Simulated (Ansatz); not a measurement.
Geometry relaxation, with input and output: Sr17O15 (charge −1) (part 3 of 3)

Sr17O15 (defect cell, 32 atoms in the cell, total charge −1); DFT PBE, scalar-relativistic, plane waves, PAW, spin-polarised (Ansatz 0.2.0); cutoff 420 eV, 2×2×2 k-mesh, Gaussian smearing of 0.01 eV, collinear spins. The structure derives from a Materials Project entry. It belongs to a series of runs on one base structure; here: Sr on a O site (a), charge -1, atoms relaxed at the host's cell.

**File populations.tsv, continued**
```
10	Sr	0_5S	-	0.212917	0.209908
10	Sr	1_4P	-	2.979309	2.979683
11	Sr	0_4S	-	0.969163	0.968962
11	Sr	0_5S	-	0.212917	0.209908
11	Sr	1_4P	-	2.979309	2.979683
12	Sr	0_4S	-	0.974558	0.974448
12	Sr	0_5S	-	0.211864	0.211890
12	Sr	1_4P	-	2.986061	2.986031
13	Sr	0_4S	-	0.976648	0.976566
13	Sr	0_5S	-	0.225267	0.220444
13	Sr	1_4P	-	2.987186	2.987107
14	Sr	0_4S	-	0.969163	0.968962
14	Sr	0_5S	-	0.212917	0.209908
14	Sr	1_4P	-	2.979309	2.979683
15	Sr	0_4S	-	0.976648	0.976566
15	Sr	0_5S	-	0.225267	0.220444
15	Sr	1_4P	-	2.987186	2.987107
16	Sr	0_4S	-	0.941401	0.941074
16	Sr	0_5S	-	0.156972	0.148888
16	Sr	1_4P	-	2.958543	2.960653
17	O	0_2S	-	0.943581	0.943300
17	O	1_2P	-	2.719028	2.716664
18	O	0_2S	-	0.943581	0.943300
18	O	1_2P	-	2.719028	2.716664
19	O	0_2S	-	0.941146	0.941091
19	O	1_2P	-	2.725500	2.724022
20	O	0_2S	-	0.943581	0.943300
20	O	1_2P	-	2.719028	2.716664
21	O	0_2S	-	0.943581	0.943300
21	O	1_2P	-	2.719028	2.716664
22	O	0_2S	-	0.943581	0.943300
22	O	1_2P	-	2.719028	2.716664
23	O	0_2S	-	0.941146	0.941091
23	O	1_2P	-	2.725500	2.724022
24	O	0_2S	-	0.943581	0.943300
24	O	1_2P	-	2.719028	2.716664
25	O	0_2S	-	0.943581	0.943300
25	O	1_2P	-	2.719028	2.716664
26	O	0_2S	-	0.943581	0.943300
26	O	1_2P	-	2.719028	2.716664
27	O	0_2S	-	0.941146	0.941091
27	O	1_2P	-	2.725500	2.724022
28	O	0_2S	-	0.943581	0.943300
28	O	1_2P	-	2.719028	2.716664
29	O	0_2S	-	0.943581	0.943300
29	O	1_2P	-	2.719028	2.716664
30	O	0_2S	-	0.943581	0.943300
30	O	1_2P	-	2.719028	2.716664
31	O	0_2S	-	0.943581	0.943300
31	O	1_2P	-	2.719028	2.716664
```

**Trajectory as extended XYZ (Å, eV, eV/Å), 5 frames, from step=1 to step=5**
```
32
Lattice="5.1949 -5.1949 -5.1949 -5.1949 5.1949 -5.1949 5.1949 5.1949 5.1949" Properties=species:S:1:pos:R:3:forces:R:3 step=1 energy=-68787.17388
Sr    4.9843    0.0000   -2.5975    0.5853   0.0000   0.0000
Sr    7.7924    0.0000    0.2106    0.0000   0.0000  -0.5853
Sr    2.5975    2.5975   -2.5975    0.0000   0.0000   0.0000
Sr    0.0000    0.0000   -7.7924    0.0000   0.0000   0.0000
Sr    5.1949    2.5975    0.0000    0.0000   0.0000   0.0000
Sr    2.5975    0.0000   -5.1949    0.0000   0.0000   0.0000
Sr    2.5975   -2.5975   -2.5975    0.0000   0.0000   0.0000
Sr    0.0000    5.1949   -2.5975    0.0000   0.0000   0.0000
Sr    2.5975    5.1949   -0.2106    0.0000   0.0000   0.5853
Sr    0.0000    2.5975   -5.1949    0.0000   0.0000   0.0000
Sr    2.5975    2.3868    2.5975    0.0000   0.5853   0.0000
Sr    0.2106    0.0000   -2.5975   -0.5853   0.0000   0.0000
Sr    2.5975    0.0000    0.0000    0.0000   0.0000   0.0000
Sr    0.0000    7.7924    0.0000    0.0000   0.0000   0.0000
Sr   -2.5975    2.8081   -2.5975    0.0000  -0.5853   0.0000
Sr    0.0000    2.5975    0.0000    0.0000   0.0000   0.0000
Sr    2.5975    5.1949    2.5975    0.0000   0.0000   0.0000
O     0.0319    0.0000    0.0319    0.1766   0.0000   0.1766
O     5.1630    2.6294   -2.5975   -0.1766   0.1766   0.0000
O    -2.5975    5.1949   -2.5975    0.0000   0.0000   0.0000
O     2.5975   -2.5655   -5.1630    0.0000   0.1766   0.1766
O    -0.0319    5.1949   -0.0319   -0.1766   0.0000  -0.1766
O     5.1630   -2.6294   -2.5975   -0.1766  -0.1766   0.0000
O     2.5975    5.1949   -2.5975    0.0000   0.0000   0.0000
O     0.0319    0.0000   -5.2268    0.1766   0.0000  -0.1766
O     2.5975    2.5655   -5.1630    0.0000  -0.1766   0.1766
O     5.2268    2.5655    2.5975    0.1766  -0.1766   0.0000
O     2.5975    0.0000   -2.5975    0.0000   0.0000   0.0000
O     5.1630    0.0000    0.0319   -0.1766   0.0000   0.1766
O    -2.5975    2.6294   -5.2268    0.0000   0.1766  -0.1766
O     0.0319    2.6294   -2.5975    0.1766   0.1766   0.0000
O     2.5975    2.5655   -0.0319    0.0000  -0.1766  -0.1766
32
Lattice="5.1949 -5.1949 -5.1949 -5.1949 5.1949 -5.1949 5.1949 5.1949 5.1949" Properties=species:S:1:pos:R:3:forces:R:3 step=2 energy=-68787.02438 accepted=F
Sr    5.0889    0.0000   -2.5975   -0.8935   0.0000   0.0000
Sr    7.7924    0.0000    0.1060    0.0000   0.0000   0.8935
Sr    2.5975    2.5975   -2.5975    0.0000   0.0000   0.0000
Sr    0.0000    0.0000   -7.7924    0.0000   0.0000   0.0000
Sr    5.1949    2.5975    0.0000    0.0000   0.0000   0.0000
Sr    2.5975    0.0000   -5.1949    0.0000   0.0000   0.0000
Sr    2.5975   -2.5975   -2.5975    0.0000   0.0000   0.0000
Sr    0.0000    5.1949   -2.5975    0.0000   0.0000   0.0000
Sr    2.5975    5.1949   -0.1060    0.0000   0.0000  -0.8935
Sr    0.0000    2.5975   -5.1949    0.0000   0.0000   0.0000
Sr    2.5975    2.4915    2.5975    0.0000  -0.8935   0.0000
Sr    0.1060    0.0000   -2.5975    0.8935   0.0000   0.0000
Sr    2.5975    0.0000    0.0000    0.0000   0.0000   0.0000
Sr    0.0000    7.7924    0.0000    0.0000   0.0000   0.0000
Sr   -2.5975    2.7034   -2.5975    0.0000   0.8935   0.0000
Sr    0.0000    2.5975    0.0000    0.0000   0.0000   0.0000
Sr    2.5975    5.1949    2.5975    0.0000   0.0000   0.0000
O     0.0884    0.0000    0.0884   -0.3451   0.0000  -0.3451
O     5.1065    2.6858   -2.5975    0.3451  -0.3451   0.0000
O    -2.5975    5.1949   -2.5975    0.0000   0.0000   0.0000
O     2.5975   -2.5091   -5.1065    0.0000  -0.3451  -0.3451
O    -0.0884    5.1949   -0.0884    0.3451   0.0000   0.3451
O     5.1065   -2.6858   -2.5975    0.3451   0.3451   0.0000
O     2.5975    5.1949   -2.5975    0.0000   0.0000   0.0000
O     0.0884    0.0000   -5.2833   -0.3451   0.0000   0.3451
O     2.5975    2.5091   -5.1065    0.0000   0.3451  -0.3451
O     5.2833    2.5091    2.5975   -0.3451   0.3451   0.0000
O     2.5975    0.0000   -2.5975    0.0000   0.0000   0.0000
O     5.1065    0.0000    0.0884    0.3451   0.0000  -0.3451
O    -2.5975    2.6858   -5.2833    0.0000  -0.3451   0.3451
O     0.0884    2.6858   -2.5975   -0.3451  -0.3451   0.0000
O     2.5975    2.5091   -0.0884    0.0000   0.3451   0.3451
32
Lattice="5.1949 -5.1949 -5.1949 -5.1949 5.1949 -5.1949 5.1949 5.1949 5.1949" Properties=species:S:1:pos:R:3:forces:R:3 step=3 energy=-68787.31789
Sr    5.0219    0.0000   -2.5975    0.1101   0.0000   0.0000
Sr    7.7924    0.0000    0.1730    0.0000   0.0000  -0.1101
Sr    2.5975    2.5975   -2.5975    0.0000   0.0000   0.0000
Sr    0.0000    0.0000   -7.7924    0.0000   0.0000   0.0000
Sr    5.1949    2.5975    0.0000    0.0000   0.0000   0.0000
Sr    2.5975    0.0000   -5.1949    0.0000   0.0000   0.0000
Sr    2.5975   -2.5975   -2.5975    0.0000   0.0000   0.0000
Sr    0.0000    5.1949   -2.5975    0.0000   0.0000   0.0000
Sr    2.5975    5.1949   -0.1730    0.0000   0.0000   0.1101
Sr    0.0000    2.5975   -5.1949    0.0000   0.0000   0.0000
Sr    2.5975    2.4244    2.5975    0.0000   0.1101   0.0000
Sr    0.1730    0.0000   -2.5975   -0.1101   0.0000   0.0000
Sr    2.5975    0.0000    0.0000    0.0000   0.0000   0.0000
Sr    0.0000    7.7924    0.0000    0.0000   0.0000   0.0000
Sr   -2.5975    2.7705   -2.5975    0.0000  -0.1101   0.0000
Sr    0.0000    2.5975    0.0000    0.0000   0.0000   0.0000
Sr    2.5975    5.1949    2.5975    0.0000   0.0000   0.0000
O     0.0523    0.0000    0.0523    0.0095   0.0000   0.0095
O     5.1426    2.6497   -2.5975   -0.0095   0.0095   0.0000
O    -2.5975    5.1949   -2.5975    0.0000   0.0000   0.0000
O     2.5975   -2.5452   -5.1426    0.0000   0.0095   0.0095
O    -0.0523    5.1949   -0.0523   -0.0095   0.0000  -0.0095
O     5.1426   -2.6497   -2.5975   -0.0095  -0.0095   0.0000
O     2.5975    5.1949   -2.5975    0.0000   0.0000   0.0000
O     0.0523    0.0000   -5.2472    0.0095   0.0000  -0.0095
O     2.5975    2.5452   -5.1426    0.0000  -0.0095   0.0095
O     5.2472    2.5452    2.5975    0.0095  -0.0095   0.0000
O     2.5975    0.0000   -2.5975    0.0000   0.0000   0.0000
O     5.1426    0.0000    0.0523   -0.0095   0.0000   0.0095
O    -2.5975    2.6497   -5.2472    0.0000   0.0095  -0.0095
O     0.0523    2.6497   -2.5975    0.0095   0.0095   0.0000
O     2.5975    2.5452   -0.0523    0.0000  -0.0095  -0.0095
32
Lattice="5.1949 -5.1949 -5.1949 -5.1949 5.1949 -5.1949 5.1949 5.1949 5.1949" Properties=species:S:1:pos:R:3:forces:R:3 step=4 energy=-68787.32096
Sr    5.0320    0.0000   -2.5975   -0.0096   0.0000   0.0000
Sr    7.7924    0.0000    0.1629    0.0000   0.0000   0.0096
Sr    2.5975    2.5975   -2.5975    0.0000   0.0000   0.0000
Sr    0.0000    0.0000   -7.7924    0.0000   0.0000   0.0000
Sr    5.1949    2.5975    0.0000    0.0000   0.0000   0.0000
Sr    2.5975    0.0000   -5.1949    0.0000   0.0000   0.0000
Sr    2.5975   -2.5975   -2.5975    0.0000   0.0000   0.0000
Sr    0.0000    5.1949   -2.5975    0.0000   0.0000   0.0000
Sr    2.5975    5.1949   -0.1629    0.0000   0.0000  -0.0096
Sr    0.0000    2.5975   -5.1949    0.0000   0.0000   0.0000
Sr    2.5975    2.4345    2.5975    0.0000  -0.0096   0.0000
Sr    0.1629    0.0000   -2.5975    0.0096   0.0000   0.0000
Sr    2.5975    0.0000    0.0000    0.0000   0.0000   0.0000
Sr    0.0000    7.7924    0.0000    0.0000   0.0000   0.0000
Sr   -2.5975    2.7604   -2.5975    0.0000   0.0096   0.0000
Sr    0.0000    2.5975    0.0000    0.0000   0.0000   0.0000
Sr    2.5975    5.1949    2.5975    0.0000   0.0000   0.0000
O     0.0524    0.0000    0.0524   -0.0009   0.0000  -0.0009
O     5.1425    2.6498   -2.5975    0.0009  -0.0009   0.0000
O    -2.5975    5.1949   -2.5975    0.0000   0.0000   0.0000
O     2.5975   -2.5451   -5.1425    0.0000  -0.0009  -0.0009
O    -0.0524    5.1949   -0.0524    0.0009   0.0000   0.0009
O     5.1425   -2.6498   -2.5975    0.0009   0.0009   0.0000
O     2.5975    5.1949   -2.5975    0.0000   0.0000   0.0000
O     0.0524    0.0000   -5.2473   -0.0009   0.0000   0.0009
O     2.5975    2.5451   -5.1425    0.0000   0.0009  -0.0009
O     5.2473    2.5451    2.5975   -0.0009   0.0009   0.0000
O     2.5975    0.0000   -2.5975    0.0000   0.0000   0.0000
O     5.1425    0.0000    0.0524    0.0009   0.0000  -0.0009
O    -2.5975    2.6498   -5.2473    0.0000  -0.0009   0.0009
O     0.0524    2.6498   -2.5975   -0.0009  -0.0009   0.0000
O     2.5975    2.5451   -0.0524    0.0000   0.0009   0.0009
32
Lattice="5.1949 -5.1949 -5.1949 -5.1949 5.1949 -5.1949 5.1949 5.1949 5.1949" Properties=species:S:1:pos:R:3:forces:R:3 step=5 energy=-68787.32096
Sr    5.0320    0.0000   -2.5975   -0.0096   0.0000   0.0000
Sr    7.7924    0.0000    0.1629    0.0000   0.0000   0.0096
Sr    2.5975    2.5975   -2.5975    0.0000   0.0000   0.0000
Sr    0.0000    0.0000   -7.7924    0.0000   0.0000   0.0000
Sr    5.1949    2.5975    0.0000    0.0000   0.0000   0.0000
Sr    2.5975    0.0000   -5.1949    0.0000   0.0000   0.0000
Sr    2.5975   -2.5975   -2.5975    0.0000   0.0000   0.0000
Sr    0.0000    5.1949   -2.5975    0.0000   0.0000   0.0000
Sr    2.5975    5.1949   -0.1629    0.0000   0.0000  -0.0096
Sr    0.0000    2.5975   -5.1949    0.0000   0.0000   0.0000
Sr    2.5975    2.4345    2.5975    0.0000  -0.0096   0.0000
Sr    0.1629    0.0000   -2.5975    0.0096   0.0000   0.0000
Sr    2.5975    0.0000    0.0000    0.0000   0.0000   0.0000
Sr    0.0000    7.7924    0.0000    0.0000   0.0000   0.0000
Sr   -2.5975    2.7604   -2.5975    0.0000   0.0096   0.0000
Sr    0.0000    2.5975    0.0000    0.0000   0.0000   0.0000
Sr    2.5975    5.1949    2.5975    0.0000   0.0000   0.0000
O     0.0524    0.0000    0.0524   -0.0009   0.0000  -0.0009
O     5.1425    2.6498   -2.5975    0.0009  -0.0009   0.0000
O    -2.5975    5.1949   -2.5975    0.0000   0.0000   0.0000
O     2.5975   -2.5451   -5.1425    0.0000  -0.0009  -0.0009
O    -0.0524    5.1949   -0.0524    0.0009   0.0000   0.0009
O     5.1425   -2.6498   -2.5975    0.0009   0.0009   0.0000
O     2.5975    5.1949   -2.5975    0.0000   0.0000   0.0000
O     0.0524    0.0000   -5.2473   -0.0009   0.0000   0.0009
O     2.5975    2.5451   -5.1425    0.0000   0.0009  -0.0009
O     5.2473    2.5451    2.5975   -0.0009   0.0009   0.0000
O     2.5975    0.0000   -2.5975    0.0000   0.0000   0.0000
O     5.1425    0.0000    0.0524    0.0009   0.0000  -0.0009
O    -2.5975    2.6498   -5.2473    0.0000  -0.0009   0.0009
O     0.0524    2.6498   -2.5975   -0.0009  -0.0009   0.0000
O     2.5975    2.5451   -0.0524    0.0000   0.0009   0.0009
```

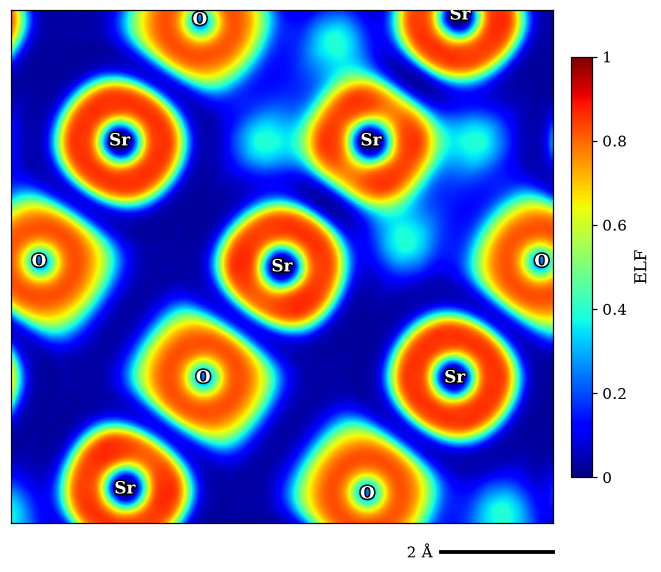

Fig. 1: Electron localisation function on the (010) plane of the calculation cell. Atoms in the plane: Sr and O. Sr–O (2.43 Å): the ELF is about 0.10 at the midpoint (no shared pair; the contact is polar). Sr–O (2.60 Å): the ELF is about 0.10 at the midpoint; a polar contact without a shared pair, in a metal. The strong features right at Sr lie inside the PAW spheres (semicore, d or f shells) and say nothing about bonding. In a PAW calculation such maps are meaningful between the atoms, not at the nuclei.

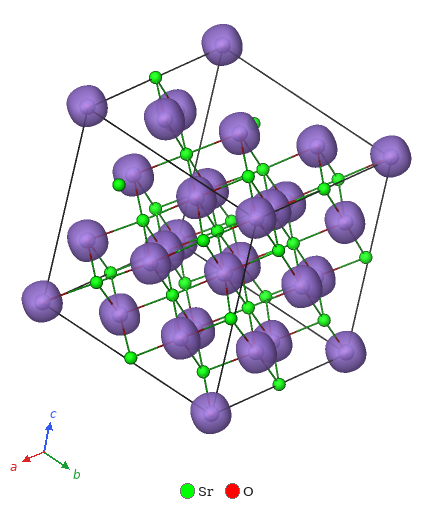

Fig. 2: Isosurface of the electron localisation function at 0.7 (purple), seen at an oblique angle. Only the valence region is drawn (cores and ρ < 0.01 e/Å³ removed). Sticks mark near contacts. The outline is the calculation cell. Along the contacts the grid gives the following. Sr–O (2.43 Å): the ELF is about 0.10 at the midpoint (a polar contact without a shared pair, in a metal). Sr–O (2.55 Å): the ELF is about 0.10 at the midpoint (no shared pair; the contact is polar).
